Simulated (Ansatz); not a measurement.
System: MgSe, space group Fm-3m (No. 225), 2 atoms in the cell, rocksalt type.

```cif
data_structure
_symmetry_space_group_name_H-M 'P 1'
_symmetry_Int_Tables_number 1
_cell_length_a 3.8697
_cell_length_b 3.8697
_cell_length_c 3.8697
_cell_angle_alpha 60.000
_cell_angle_beta 60.000
_cell_angle_gamma 60.000
_cell_volume 40.97
loop_
_atom_site_label
_atom_site_type_symbol
_atom_site_fract_x
_atom_site_fract_y
_atom_site_fract_z
_atom_site_occupancy
Mg1 Mg 0.00000 0.00000 0.00000 1
Se1 Se 0.50000 0.50000 0.50000 1
```

Level of theory: DFT, r2SCAN, plane waves, PAW, no spin polarisation, 8×8×8 k mesh, 500 eV cutoff; code Ansatz.

What will the density of states look like?

There is a gap; over the k points computed it is 2.48 eV (indirect; the smallest direct gap is 3.44 eV). The upper group of valence states starts about 4.9 eV under the valence-band top (which lies at −1.2 eV on this axis), with a gap beneath it; it holds about 6 electrons a cell.

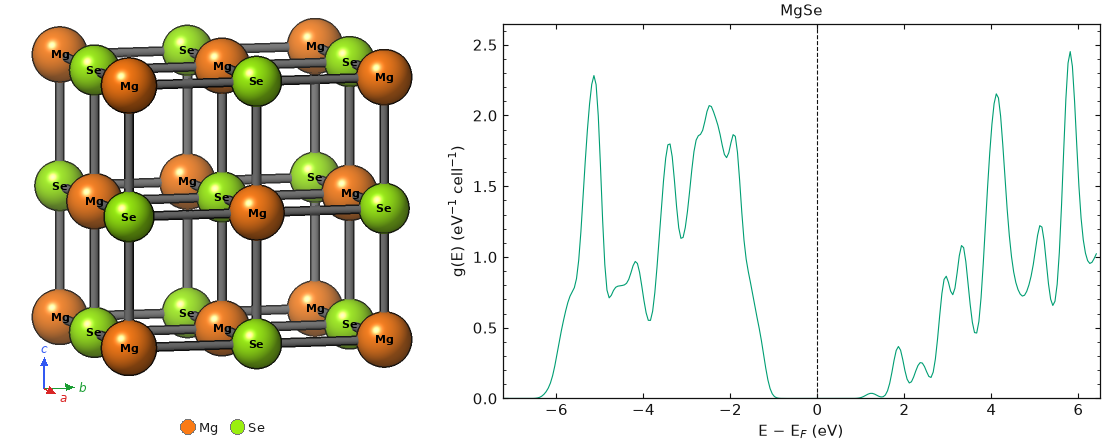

Density of states, beside the structure. Energies are counted from the Fermi level, put mid-gap where there is a gap. The curve is built from the levels of the k mesh with Gaussians 0.3 eV wide, which also blur the band edges.
